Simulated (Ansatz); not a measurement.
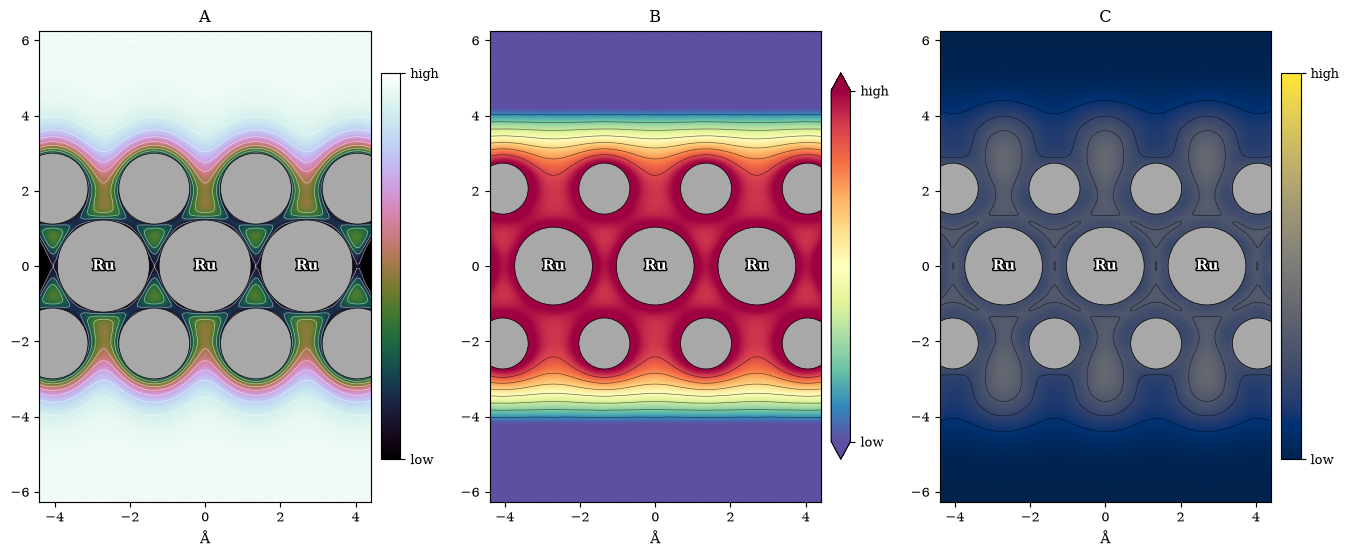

Ru (slab): 3 fields on the (100) plane of the calculation cell, a cut from vacuum to vacuum, with unlabelled colour scales. Grey discs cover the atomic cores.

Computed without spin polarisation.

Level of theory: Ansatz 0.2.0, DFT r2SCAN, scalar-relativistic, plane waves, PAW.

**The panels show electron localisation function, electrostatic potential energy of an electron and valence pseudo-density in some order. Assign them.**

Panel A: electrostatic potential energy of an electron (low next to the atoms, rising into the space between them). Panel B: valence pseudo-density. Panel C: electron localisation function. From the grid: Ru–Ru (2.70 Å): ρ at the midpoint is about 0.39 e/Å³; the ELF is about 0.30 at the midpoint; no localised pair shows between them.
